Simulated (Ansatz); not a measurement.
W₈HC₈: molecular dynamics (part 1 of 2)

W₈HC₈ (slab, 17 atoms in the cell), computed with DFT r2SCAN-D3(BJ), scalar-relativistic, plane waves, PAW, PAW set soft_1, no spin polarisation (Ansatz 0.2.0).

The structure derives from an entry of the Crystallography Open Database. The input holds or restrains some coordinates. It belongs to a series of runs on one base structure; here: dynamics from the last frame of the run before. Figures and captions count atoms from 1; the log counts them from 0 in places.

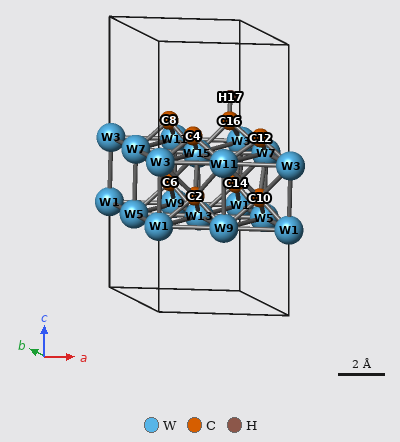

Fig. 1: The structure as given in the input (ball-and-stick view of the cell of the calculation, with the vacuum cut short, seen slightly off an axis; atoms are numbered from 1 in the order of the input). An atom can appear more than once, as a periodic image.

The input
```yaml
accuracy: low
crystal:
  lattice:
    - [5.8034, 0.0, 0.0]
    - [-2.9017, 5.025892, 0.0]
    - [0.0, 0.0, 15.25085]
  atoms:
    - { symbol: W, position: [0.0, 0.0, 0.0655701] }
    - { symbol: C, position: [0.33977492, 0.15936992, 0.14705242] }
    - { symbol: W, position: [-0.00128877, -0.03595703, 0.25806673] }
    - { symbol: C, position: [0.32267891, 0.15726521, 0.32530977] }
    - { symbol: W, position: [0.0, 0.5, 0.0655701] }
    - { symbol: C, position: [0.33459805, 0.6581588, 0.15345429] }
    - { symbol: W, position: [0.00957878, 0.48832048, 0.25805547] }
    - { symbol: C, position: [0.3344325, 0.67276827, 0.33380707] }
    - { symbol: W, position: [0.5, 0.0, 0.0655701] }
    - { symbol: C, position: [0.83500156, 0.15864998, 0.14762671] }
    - { symbol: W, position: [0.49598553, -0.01225185, 0.25798197] }
    - { symbol: C, position: [0.83953991, 0.15292699, 0.32547362] }
    - { symbol: W, position: [0.5, 0.5, 0.0655701] }
    - { symbol: C, position: [0.83980419, 0.65512481, 0.15384778] }
    - { symbol: W, position: [0.4827187, 0.49124088, 0.25099149] }
    - { symbol: C, position: [0.79286981, 0.65519742, 0.33854407] }
    - { symbol: H, position: [0.81176267, 0.6946363, 0.4072001] }
basis:
  ecutwfc: 500.0
kpoints:
  mp_grid: { grid: [3, 3, 1] }
hamiltonian:
  xc: r2scan
  dispersion: d3bj
  pseudopotentials: { kind: paw, azcp: { folder: soft_1 } }
scf:
  occupations: { method: fermi_dirac, width: 0.15 }
  lower_state_search: "off"
md:
  timestep: 0.5
  n_steps: 80
  ensemble: nvt_langevin
  temperature: 2400.0
  initial_velocities: maxwell_boltzmann
  seed: 460018
  friction: 0.02
  constraints: [{ sites: [0, 4, 8, 12] }]
```

Launch command:
```bash
ansatz run input.yaml --threads 4 --pin off --max-ram 10240MiB --backend cpu --events-out ev --progress --plain --runs-dir out
```

Log
```
Warning: md: disabling space-group detection — thermal motion breaks the input geometry's symmetry, so no spatial operation reduces the k-mesh or symmetrises the density; time reversal is kept, so that k and −k are solved as one point where they differ and the mesh holds both, and exact exchange and, on two spinor components, a DFT+U term hold to it where the run has them: on two components no moment then forms, and a state that bears one, which a typed moment (crystal.atoms[].spin; refused beside efield: under a hybrid functional) reaches, can lie lower, under hf by electronvolts; crystal.symmetry.detect: false (a key that needs symmetry detection or time reversal refuses this as the deck is read) with time_reversal: false beside it drops time reversal too
Warning: the engine holds no damping parameters fitted to this dispersion correction and functional, so the run takes those fitted to r2scan beside the three-body term, which d3bj leaves out (hamiltonian.dispersion, under Limitations)
settings of this run that can trade accuracy for cost: accuracy: low. Do not mix this run's numbers with those of runs without the same settings; the input reference describes each key
band count auto-derived: 92 (N_el = 145.0; filled up to band 73; 90 by the electrons, moments and atoms)
Engine: ansatz 0.2.0, x86_64-unknown-linux-gnu
Pseudopotentials: kind: paw
Pseudopotential: W, paw, valence charge 14, recommended cutoff 500 eV (meta_gga), [file]
Pseudopotential: C, paw, valence charge 4, recommended cutoff 500 eV (meta_gga), [file]
Pseudopotential: H, paw, valence charge 1, recommended cutoff 500 eV (meta_gga), [file]
Functional definition: r2SCAN
  parameter k0 = 0.174
  parameter k1 = 0.065
  parameter a1 = 4.9479
  exchange = r2scan_x(k0 = k0, k1 = k1, a1 = a1)
  correlation = r2scan_c
Crystal: 17 atoms, lattice volume = 444.826 Å³
Basis set: ecut = 500 eV, 11311 PW (Γ), exchange–correlation on 135×135×360 points (27 copies of the dense FFT grid, shifted against one another)
Bands: 92, of which v1, the nominal top of the filled ones, is band 73 counted from 1 (72 counted from 0)
Symmetry: 1 space group operations
k-points: 5 of 9 (time reversal used)
Non-local potential: W, projectors of the file, l = 0: 3, l = 1: 2, l = 2: 2, l = 3: 1
Non-local potential: C, projectors of the file, l = 0: 2, l = 1: 2, l = 2: 1
Non-local potential: H, projectors of the file, l = 0: 2, l = 1: 1
PAW form: soft (Blöchl's): semilocal exchange-correlation on the pseudo side does not see the compensation charge
PAW frozen core: W, regenerated for the run's functional (the file was generated under x = pbe(κ = 0.804, μ = 0.2195149727645171), c = pbe(β = 0.06672455060314922))
PAW frozen core: C, regenerated for the run's functional (the file was generated under x = pbe(κ = 0.804, μ = 0.2195149727645171), c = pbe(β = 0.06672455060314922))
PAW one-centre angular grid: W, 590 points (default); XC on 160 Gauss nodes
PAW one-centre angular grid: C, 302 points (default); XC on 219 of its mesh's 2255 points in the sphere
PAW one-centre angular grid: H, 302 points (default); XC on 160 Gauss nodes
Initial density: superposition of atomic densities (neutral atoms: chi_scale 0, normalization atom)
Initial wavefunctions: pseudopotential atomic-orbital guess
Functional: x = r2scan, c = r2scan; τ floored in thin density (d = 2e-4 eV/Å³)
SCF iter   1: F=-85108.270224 eV  HF=-85214.315077 eV  |F-HF|=1.06e2  |Δ(HF+E_count)|=         —  Δρ=9.03e-2  dr2=1.19e2  dr2_τ=4.93e0  ethr=3.10e-3  ⟨swp⟩=8.6  Hψ=2370  notcnv=0
preconditioner: auto → LDOS  [metal: Δε(μ)=0.099 eV  Ē_g=8.714 eV  σ=0.150 eV  W_gap=0.16  n_scr=82 (ndim 8)  ℏωp=15.8 eV  f_vac=0.486  D(μ)=10.92/eV (n_scr^D=64)  β→1.0]
SCF iter   2: F=-85190.667266 eV  HF=-85206.090018 eV  |F-HF|=1.54e1  |Δ(HF+E_count)|=    8.23e0  Δρ=5.81e-2  dr2=1.97e1  dr2_τ=5.21e0  ethr=3.10e-3  ⟨swp⟩=4.8  Hψ=1393  notcnv=0  defer=1
SCF iter   3: F=-85200.182138 eV  HF=-85202.860842 eV  |F-HF|=2.68e0  |Δ(HF+E_count)|=    3.23e0  Δρ=1.41e-2  dr2=3.00e0  dr2_τ=2.78e-1  ethr=3.10e-3  ⟨swp⟩=4.4  Hψ=1170  notcnv=0  defer=1
SCF iter   4: F=-85202.433309 eV  HF=-85202.475395 eV  |F-HF|=4.21e-2  |Δ(HF+E_count)|=   3.85e-1  Δρ=3.88e-3  dr2=9.91e-2  dr2_τ=4.27e-3  ethr=2.07e-3  ⟨swp⟩=4.0  Hψ=793  notcnv=0  defer=1
SCF iter   5: F=-85202.473743 eV  HF=-85202.504970 eV  |F-HF|=3.12e-2  |Δ(HF+E_count)|=   2.96e-2  Δρ=1.91e-3  dr2=3.84e-2  dr2_τ=3.95e-3  ethr=6.84e-5  ⟨swp⟩=2.0  Hψ=857  notcnv=0  defer=2
SCF iter   6: F=-85202.498031 eV  HF=-85202.501433 eV  |F-HF|=3.40e-3  |Δ(HF+E_count)|=   3.54e-3  Δρ=6.60e-4  dr2=4.32e-3  dr2_τ=6.10e-4  ethr=2.64e-5  ⟨swp⟩=2.0  Hψ=667  notcnv=0  defer=2
SCF iter   7: F=-85202.501052 eV  HF=-85202.501158 eV  |F-HF|=1.06e-4  |Δ(HF+E_count)|=   2.75e-4  Δρ=2.11e-4  dr2=2.81e-4  dr2_τ=4.75e-5  ethr=2.98e-6  ⟨swp⟩=2.4  Hψ=670  notcnv=0  defer=2
SCF iter   8: F=-85202.501194 eV  HF=-85202.501240 eV  |F-HF|=4.61e-5  |Δ(HF+E_count)|=   8.28e-5  Δρ=8.85e-5  dr2=7.36e-5  dr2_τ=1.10e-5  ethr=1.94e-7  ⟨swp⟩=2.8  Hψ=910  notcnv=0  defer=2
SCF iter   9: F=-85202.501227 eV  HF=-85202.501225 eV  |F-HF|=1.97e-6  |Δ(HF+E_count)|=   1.59e-5  Δρ=3.09e-5  dr2=3.14e-6  dr2_τ=4.20e-7  ethr=5.07e-8  ⟨swp⟩=2.0  Hψ=639  notcnv=0  defer=2
SCF iter  10: F=-85202.500988 eV  HF=-85202.500989 eV  |F-HF|=7.39e-7  |Δ(HF+E_count)|=   2.36e-4  Δρ=1.27e-5  dr2=1.39e-6  dr2_τ=1.97e-7  ethr=2.17e-9  ⟨swp⟩=3.4  Hψ=1023  notcnv=0  defer=2
SCF iter  11: F=-85202.500989 eV  HF=-85202.500989 eV  |F-HF|=5.28e-9  |Δ(HF+E_count)|=   1.69e-7  Δρ=4.52e-6  dr2=8.83e-8  dr2_τ=1.84e-8  ethr=9.60e-10  ⟨swp⟩=2.0  Hψ=638  notcnv=0  defer=2
SCF iter  12: F=-85202.500989 eV  HF=-85202.500989 eV  |F-HF|=2.05e-8  |Δ(HF+E_count)|=   7.23e-8  Δρ=1.55e-6  dr2=1.81e-8  dr2_τ=2.79e-9  ethr=1.17e-11  ⟨swp⟩=6.0  Hψ=1869  notcnv=0
SCF iter  13: F=-85202.500989 eV  HF=-85202.500989 eV  |F-HF|=8.28e-9  |Δ(HF+E_count)|=  7.57e-10  Δρ=7.61e-7  dr2=3.30e-9  dr2_τ=5.87e-10  ethr=1.17e-11  ⟨swp⟩=5.0  Hψ=1418  notcnv=0
SCF 1 converged in 13 iterations: F = -85202.500989 eV  dr2 = 3.30e-9
  greatest PAW one-centre occupation: 1.000 electrons in one spin orbital (limit 2), on the W atom at site 2 (counted from 0), in its partial waves of l = 0
md step     0: t =     0.00 fs  T =  2400.0 K  F+E_penalty+E_count = -85202.50098881 eV  E_kin = 4.032912 eV  (13 SCF iters)
Initial density: handed on by an earlier stage of this run
Initial wavefunctions: those handed on with the density
iter 1 solved again at ethr=9.40e-6 eV; its pass at ethr=3.10e-3 eV (dr2=1.36e-2 eV) is discarded
SCF iter   1: F=-85202.461906 eV  HF=-85202.467299 eV  |F-HF|=5.39e-3  |Δ(HF+E_count)|=         —  Δρ=1.63e-3  dr2=1.27e-2  dr2_τ=1.18e-2  ethr=9.40e-6  ⟨swp⟩=3.0  Hψ=2560  notcnv=0
preconditioner: auto → LDOS  [insulator: Δε(μ)=0.377 eV  Ē_g=7.769 eV  σ=0.150 eV  W_gap=0.55  n_scr=82 (ndim 8)  ℏωp=15.8 eV  f_vac=0.503  D(μ)=3.73/eV (n_scr^D=4)  ε∞_Penn≈5.2  β→1.0]
SCF iter   2: F=-85202.462301 eV  HF=-85202.469528 eV  |F-HF|=7.23e-3  |Δ(HF+E_count)|=   2.23e-3  Δρ=9.67e-4  dr2=8.59e-3  dr2_τ=5.96e-4  ethr=8.75e-6  ⟨swp⟩=2.8  Hψ=911  notcnv=0
SCF iter   3: F=-85202.467074 eV  HF=-85202.467525 eV  |F-HF|=4.52e-4  |Δ(HF+E_count)|=   2.00e-3  Δρ=2.30e-4  dr2=5.49e-4  dr2_τ=5.59e-5  ethr=5.93e-6  ⟨swp⟩=2.0  Hψ=692  notcnv=0
SCF iter   4: F=-85202.467427 eV  HF=-85202.467457 eV  |F-HF|=3.00e-5  |Δ(HF+E_count)|=   6.88e-5  Δρ=7.42e-5  dr2=4.46e-5  dr2_τ=6.71e-6  ethr=3.79e-7  ⟨swp⟩=3.0  Hψ=796  notcnv=0
SCF iter   5: F=-85202.467456 eV  HF=-85202.467459 eV  |F-HF|=3.35e-6  |Δ(HF+E_count)|=   2.57e-6  Δρ=2.66e-5  dr2=5.71e-6  dr2_τ=9.83e-7  ethr=3.08e-8  ⟨swp⟩=2.2  Hψ=692  notcnv=0
SCF iter   6: F=-85202.467209 eV  HF=-85202.467209 eV  |F-HF|=3.50e-8  |Δ(HF+E_count)|=   2.50e-4  Δρ=8.63e-6  dr2=3.66e-7  dr2_τ=7.69e-8  ethr=3.94e-9  ⟨swp⟩=2.0  Hψ=664  notcnv=0
[...]
md step     1: t =     0.50 fs  T =  2403.4 K  F+E_penalty+E_count = -85202.46720937 eV  E_kin = 4.038541 eV  (8 SCF iters, 17 dispersion substeps)
[... from here on the SCF iterations and repeated set-up lines of each step are left out, up to the last step ...]
md step     2: t =     1.00 fs  T =  2290.7 K  F+E_penalty+E_count = -85202.40716049 eV  E_kin = 3.849288 eV  (8 SCF iters, 17 dispersion substeps)
md step     3: t =     1.50 fs  T =  2295.1 K  F+E_penalty+E_count = -85202.34482900 eV  E_kin = 3.856591 eV  (8 SCF iters, 17 dispersion substeps)
md step     4: t =     2.00 fs  T =  2232.0 K  F+E_penalty+E_count = -85202.29692678 eV  E_kin = 3.750541 eV  (8 SCF iters, 17 dispersion substeps)
md step     5: t =     2.50 fs  T =  2270.6 K  F+E_penalty+E_count = -85202.25028324 eV  E_kin = 3.815521 eV  (6 SCF iters, 17 dispersion substeps)
md step     6: t =     3.00 fs  T =  2096.0 K  F+E_penalty+E_count = -85202.19481785 eV  E_kin = 3.522106 eV  (6 SCF iters, 17 dispersion substeps)
md step     7: t =     3.50 fs  T =  2112.8 K  F+E_penalty+E_count = -85202.12400688 eV  E_kin = 3.550317 eV  (6 SCF iters, 17 dispersion substeps)
md step     8: t =     4.00 fs  T =  2011.9 K  F+E_penalty+E_count = -85202.02953045 eV  E_kin = 3.380685 eV  (5 SCF iters, 17 dispersion substeps)
md step     9: t =     4.50 fs  T =  1765.6 K  F+E_penalty+E_count = -85201.91770575 eV  E_kin = 2.966851 eV  (5 SCF iters, 17 dispersion substeps)
md step    10: t =     5.00 fs  T =  1829.7 K  F+E_penalty+E_count = -85201.79513358 eV  E_kin = 3.074570 eV  (8 SCF iters, 17 dispersion substeps)
md step    11: t =     5.50 fs  T =  1775.9 K  F+E_penalty+E_count = -85201.66103222 eV  E_kin = 2.984108 eV  (6 SCF iters, 17 dispersion substeps)
md step    12: t =     6.00 fs  T =  1767.7 K  F+E_penalty+E_count = -85201.51990768 eV  E_kin = 2.970466 eV  (5 SCF iters, 17 dispersion substeps)
md step    13: t =     6.50 fs  T =  1784.9 K  F+E_penalty+E_count = -85201.37666494 eV  E_kin = 2.999239 eV  (5 SCF iters, 17 dispersion substeps)
md step    14: t =     7.00 fs  T =  1595.0 K  F+E_penalty+E_count = -85201.24006941 eV  E_kin = 2.680248 eV  (6 SCF iters, 17 dispersion substeps)
md step    15: t =     7.50 fs  T =  1499.9 K  F+E_penalty+E_count = -85201.11934831 eV  E_kin = 2.520335 eV  (6 SCF iters, 17 dispersion substeps)
md step    16: t =     8.00 fs  T =  1357.2 K  F+E_penalty+E_count = -85201.02724561 eV  E_kin = 2.280687 eV  (6 SCF iters, 17 dispersion substeps)
md step    17: t =     8.50 fs  T =  1453.2 K  F+E_penalty+E_count = -85200.95788605 eV  E_kin = 2.441999 eV  (5 SCF iters, 17 dispersion substeps)
md step    18: t =     9.00 fs  T =  1331.6 K  F+E_penalty+E_count = -85200.89554406 eV  E_kin = 2.237661 eV  (5 SCF iters, 17 dispersion substeps)
md step    19: t =     9.50 fs  T =  1281.2 K  F+E_penalty+E_count = -85200.84300003 eV  E_kin = 2.152904 eV  (5 SCF iters, 17 dispersion substeps)
md step    20: t =    10.00 fs  T =  1192.8 K  F+E_penalty+E_count = -85200.78731097 eV  E_kin = 2.004303 eV  (7 SCF iters, 17 dispersion substeps)
md step    21: t =    10.50 fs  T =  1211.9 K  F+E_penalty+E_count = -85200.72057693 eV  E_kin = 2.036509 eV  (6 SCF iters, 17 dispersion substeps)
md step    22: t =    11.00 fs  T =  1166.7 K  F+E_penalty+E_count = -85200.65853247 eV  E_kin = 1.960435 eV  (6 SCF iters, 17 dispersion substeps)
md step    23: t =    11.50 fs  T =  1057.6 K  F+E_penalty+E_count = -85200.61246831 eV  E_kin = 1.777197 eV  (6 SCF iters, 17 dispersion substeps)
md step    24: t =    12.00 fs  T =  1184.7 K  F+E_penalty+E_count = -85200.59131812 eV  E_kin = 1.990753 eV  (6 SCF iters, 17 dispersion substeps)
md step    25: t =    12.50 fs  T =  1213.6 K  F+E_penalty+E_count = -85200.60812812 eV  E_kin = 2.039314 eV  (6 SCF iters, 17 dispersion substeps)
md step    26: t =    13.00 fs  T =  1298.0 K  F+E_penalty+E_count = -85200.64259195 eV  E_kin = 2.181093 eV  (6 SCF iters, 17 dispersion substeps)
md step    27: t =    13.50 fs  T =  1340.8 K  F+E_penalty+E_count = -85200.68445025 eV  E_kin = 2.252979 eV  (6 SCF iters, 17 dispersion substeps)
md step    28: t =    14.00 fs  T =  1468.6 K  F+E_penalty+E_count = -85200.72469981 eV  E_kin = 2.467737 eV  (6 SCF iters, 17 dispersion substeps)
md step    29: t =    14.50 fs  T =  1409.2 K  F+E_penalty+E_count = -85200.75204260 eV  E_kin = 2.368065 eV  (6 SCF iters, 17 dispersion substeps)
md step    30: t =    15.00 fs  T =  1319.0 K  F+E_penalty+E_count = -85200.77883546 eV  E_kin = 2.216340 eV  (8 SCF iters, 17 dispersion substeps)
md step    31: t =    15.50 fs  T =  1354.5 K  F+E_penalty+E_count = -85200.80445432 eV  E_kin = 2.276139 eV  (5 SCF iters, 17 dispersion substeps)
md step    32: t =    16.00 fs  T =  1470.3 K  F+E_penalty+E_count = -85200.83357821 eV  E_kin = 2.470727 eV  (6 SCF iters, 17 dispersion substeps)
md step    33: t =    16.50 fs  T =  1391.8 K  F+E_penalty+E_count = -85200.87462419 eV  E_kin = 2.338770 eV  (5 SCF iters, 17 dispersion substeps)
md step    34: t =    17.00 fs  T =  1496.6 K  F+E_penalty+E_count = -85200.93437136 eV  E_kin = 2.514806 eV  (6 SCF iters, 17 dispersion substeps)
md step    35: t =    17.50 fs  T =  1508.3 K  F+E_penalty+E_count = -85201.00846648 eV  E_kin = 2.534521 eV  (6 SCF iters, 17 dispersion substeps)
md step    36: t =    18.00 fs  T =  1431.7 K  F+E_penalty+E_count = -85201.08430946 eV  E_kin = 2.405797 eV  (5 SCF iters, 17 dispersion substeps)
md step    37: t =    18.50 fs  T =  1523.8 K  F+E_penalty+E_count = -85201.15731566 eV  E_kin = 2.560605 eV  (5 SCF iters, 17 dispersion substeps)
md step    38: t =    19.00 fs  T =  1583.9 K  F+E_penalty+E_count = -85201.22873374 eV  E_kin = 2.661533 eV  (5 SCF iters, 17 dispersion substeps)
md step    39: t =    19.50 fs  T =  1575.2 K  F+E_penalty+E_count = -85201.28135507 eV  E_kin = 2.646912 eV  (5 SCF iters, 17 dispersion substeps)
md step    40: t =    20.00 fs  T =  1568.1 K  F+E_penalty+E_count = -85201.30059433 eV  E_kin = 2.635025 eV  (7 SCF iters, 17 dispersion substeps)
md step    41: t =    20.50 fs  T =  1597.9 K  F+E_penalty+E_count = -85201.30300016 eV  E_kin = 2.685085 eV  (6 SCF iters, 17 dispersion substeps)
md step    42: t =    21.00 fs  T =  1430.3 K  F+E_penalty+E_count = -85201.29551145 eV  E_kin = 2.403488 eV  (6 SCF iters, 17 dispersion substeps)
md step    43: t =    21.50 fs  T =  1398.6 K  F+E_penalty+E_count = -85201.27405514 eV  E_kin = 2.350218 eV  (6 SCF iters, 17 dispersion substeps)
md step    44: t =    22.00 fs  T =  1365.0 K  F+E_penalty+E_count = -85201.23579774 eV  E_kin = 2.293701 eV  (6 SCF iters, 17 dispersion substeps)
md step    45: t =    22.50 fs  T =  1264.1 K  F+E_penalty+E_count = -85201.19603009 eV  E_kin = 2.124140 eV  (6 SCF iters, 17 dispersion substeps)
md step    46: t =    23.00 fs  T =  1228.8 K  F+E_penalty+E_count = -85201.17175625 eV  E_kin = 2.064822 eV  (5 SCF iters, 17 dispersion substeps)
md step    47: t =    23.50 fs  T =  1413.0 K  F+E_penalty+E_count = -85201.16067013 eV  E_kin = 2.374308 eV  (6 SCF iters, 17 dispersion substeps)
md step    48: t =    24.00 fs  T =  1455.1 K  F+E_penalty+E_count = -85201.15605057 eV  E_kin = 2.445116 eV  (5 SCF iters, 17 dispersion substeps)
md step    49: t =    24.50 fs  T =  1508.0 K  F+E_penalty+E_count = -85201.15080704 eV  E_kin = 2.534073 eV  (5 SCF iters, 17 dispersion substeps)
md step    50: t =    25.00 fs  T =  1418.7 K  F+E_penalty+E_count = -85201.14765340 eV  E_kin = 2.383984 eV  (7 SCF iters, 17 dispersion substeps)
md step    51: t =    25.50 fs  T =  1408.2 K  F+E_penalty+E_count = -85201.13466635 eV  E_kin = 2.366239 eV  (5 SCF iters, 17 dispersion substeps)
md step    52: t =    26.00 fs  T =  1431.3 K  F+E_penalty+E_count = -85201.10334671 eV  E_kin = 2.405099 eV  (6 SCF iters, 17 dispersion substeps)
md step    53: t =    26.50 fs  T =  1354.5 K  F+E_penalty+E_count = -85201.06966549 eV  E_kin = 2.275999 eV  (6 SCF iters, 17 dispersion substeps)
md step    54: t =    27.00 fs  T =  1455.4 K  F+E_penalty+E_count = -85201.04131653 eV  E_kin = 2.445632 eV  (6 SCF iters, 17 dispersion substeps)
md step    55: t =    27.50 fs  T =  1519.0 K  F+E_penalty+E_count = -85201.01173213 eV  E_kin = 2.552486 eV  (5 SCF iters, 17 dispersion substeps)
md step    56: t =    28.00 fs  T =  1520.1 K  F+E_penalty+E_count = -85200.98248743 eV  E_kin = 2.554392 eV  (6 SCF iters, 17 dispersion substeps)
md step    57: t =    28.50 fs  T =  1396.1 K  F+E_penalty+E_count = -85200.95317285 eV  E_kin = 2.346062 eV  (5 SCF iters, 17 dispersion substeps)
md step    58: t =    29.00 fs  T =  1411.5 K  F+E_penalty+E_count = -85200.92687035 eV  E_kin = 2.371897 eV  (6 SCF iters, 17 dispersion substeps)
```
